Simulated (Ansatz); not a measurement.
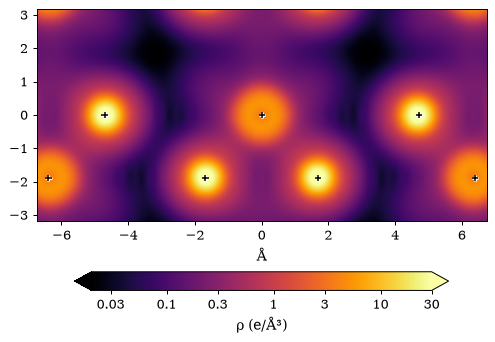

The valence pseudo-density on a plane through atoms (crosses mark nuclei in the plane).

Theory: DFT, PBE-D3(BJ), plane waves, PAW in Ansatz 0.2.0.

Candidates:
A. MoS2, a = 3.15 Å, b = 3.15 Å, c = 12.09 Å, α = 90.00°, β = 90.00°, γ = 120.00°. Space group P6₃/mmc; a structure from a database of computed crystals, not necessarily the ambient phase; started from the 2H bulk host prototype, which need not be the ambient phase; computed without spin polarisation.
B. WSe2, a = 3.28 Å, b = 3.28 Å, c = 12.78 Å, α = 90.00°, β = 90.00°, γ = 120.00°. Space group P6₃/mmc; a structure from a database of computed crystals, not necessarily the ambient phase; started from the 2H bulk host prototype, which need not be the ambient phase.
C. SnO, a = 3.84 Å, b = 3.84 Å, c = 4.76 Å, α = 90.00°, β = 90.00°, γ = 90.00°. Space group P4/nmm; a structure from a database of computed crystals, not necessarily the ambient phase; started from the litharge host prototype, which need not be the ambient phase.

Q: Which system is this?

A: Candidate B: WSe2 on the (110) plane of the conventional cell, which holds W and Se. W–Se (2.53 Å): ρ is about 0.55 e/Å³ halfway.
